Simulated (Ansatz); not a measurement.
ZnS

```xyz
8
Lattice="3.8227 0.0000 0.0000 -1.9114 3.3106 0.0000 0.0000 0.0000 12.5200" Properties=species:S:1:pos:R:3 pbc="T T T"
Zn    0.0000    0.0000    0.0000
Zn    0.0000    0.0000    6.2600
Zn    0.0000    2.2070    3.2426
Zn    1.9114    1.1035    9.3900
S     0.0000    0.0000    2.3475
S     0.0000    0.0000    8.6075
S     0.0000    2.2070    5.4775
S     1.9114    1.1035   11.7375
```

Space group P3m1; changed on purpose from its base cell (atom 3 (Zn) moved +0.113 A along Cartesian [0 0 1]); not relaxed (largest force 1.1 eV/Å).

These are results of DFT r2SCAN, scalar-relativistic, plane waves, PAW (Ansatz), not measurements.

> What will maps of the valence pseudo-density and electron localisation function show?

Zn–S (2.35 Å): the density is about 0.48 e/Å³ at the midpoint; the ELF peaks at about 0.90 in the valence shell of S, 0.9 Å from its nucleus, and is about 0.55 at the midpoint.

> Does the calculation give a band gap?

It is gapped, with a Kohn–Sham gap of 2.6 eV on the k-point mesh (the band edges may lie off the mesh, which would make the gap smaller).

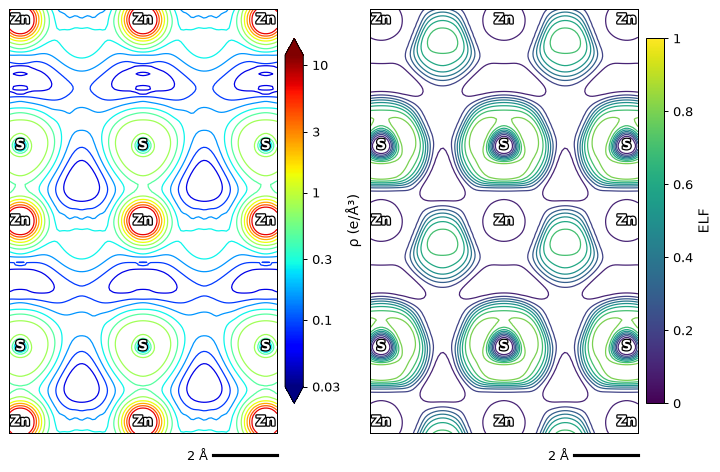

Computed valence pseudo-density and electron localisation function on the (010) plane of the conventional cell, in this order. 

In a PAW calculation such maps are meaningful between the atoms, not at the nuclei.
